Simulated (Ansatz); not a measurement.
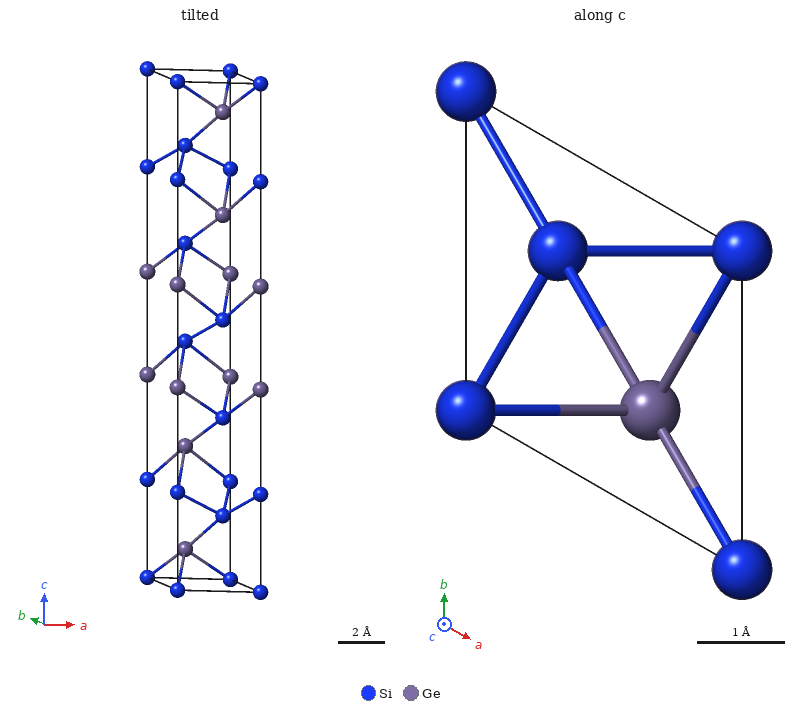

Ball-and-stick drawing of the structure, looking slightly off an axis and along the c axis. One conventional unit cell is framed, with atoms on its boundary repeated. Cell: a = 3.70 Å, b = 3.70 Å, c = 22.67 Å, α = 90.00°, β = 90.00°, γ = 120.00°.

Starting structure: a structure type filled with these elements by a generator (whether the compound takes this form wasn't checked). Earlier steps of the study may have refined or changed the cell and positions. Ansatz was used for an electronic-structure calculation on it.

> Explain the picture.

The stoichiometry is Si3Ge2. It belongs to space group R-3m (No. 166) and has a rhombohedral (trigonal R) lattice. The cell has 15 atoms, namely 9 Si, 6 Ge. The neighbours of Ge are six Si in an octahedral arrangement at about 2.6 to 2.7 Å. Si takes two kinds of site: 3a with six Ge in an octahedral arrangement at about 2.6 Å; 6c with three Ge and three Si in a distorted octahedral arrangement (about 2.7 Å to Ge, 2.4 Å to Si). The bonds build a three-dimensional framework.

Electronic-structure method: Ansatz 0.2.0, DFT PBE, scalar-relativistic, plane waves, PAW. Parameters: a kinetic-energy cutoff of 420 eV, k-points about 0.17 Å⁻¹ apart, Gaussian smearing of 0.1 eV, no spin polarisation.

> Does it come out as a metal, or with a gap?

A metal: bands cross the Fermi level.

> Give the Bader charge of each element.

Si 0.00 e; Ge 0.00 e.

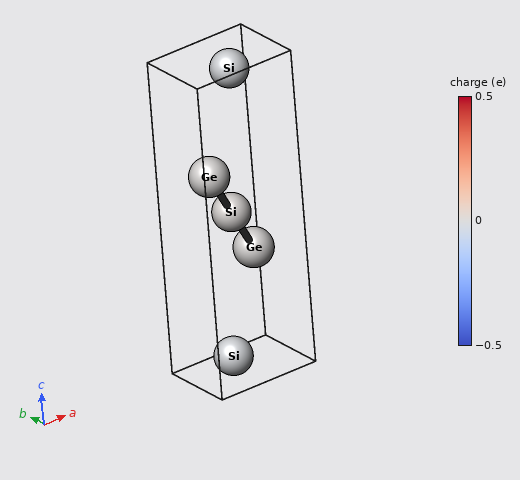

The atoms coloured by those charges. The run's cell of 5 atoms is drawn in a reduced setting, so axes and origin can differ from the first picture.

> Is this the optimised geometry for these settings?

Yes. All forces vanish to within 0.01 eV/Å. The pressure is 0.0 GPa, close to zero.
